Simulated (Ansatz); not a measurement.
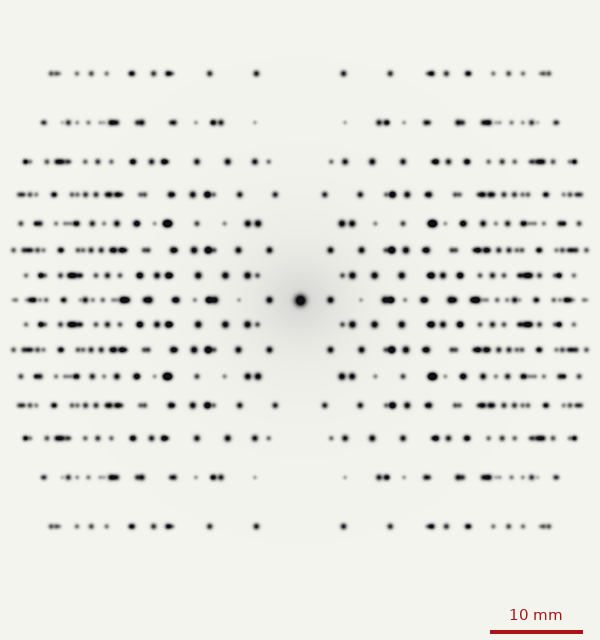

Simulated X-ray rotation photograph: Mo Kα radiation (λ = 0.7107 Å), cylindrical film of radius 28.65 mm unrolled, rotation axis vertical and normal to the beam, kinematic intensities without Lorentz or polarisation factors, the film spanning ±63° about the beam; spots down to d = 0.67 Å.

Q: Measure the layer lines and find the identity period along the axis.

A: The first layer line lies 2.7 mm from the equator, so tan ν = 0.094, sin ν = 0.094 and the period is λ/sin ν = 7.59 Å. Further lines follow at 5.5, 8.4, 11.6, 15.2, 19.5, 24.9 mm.

The crystal is SrCl2, space group P-3m1 (No. 164), a = 4.380 Å, c = 6.078 Å (hexagonal axes). Structure: the end point of a relaxation with Ansatz, DFT PBEsol, scalar-relativistic, plane waves, PAW; the starting structure was generated, so it need not be a known form of this composition.

Q: About which axis was it rotated?

A: About [210] (or an equivalent direction), whose length in the conventional cell is 7.587 Å. The period alone comes close to that of [101] as well.
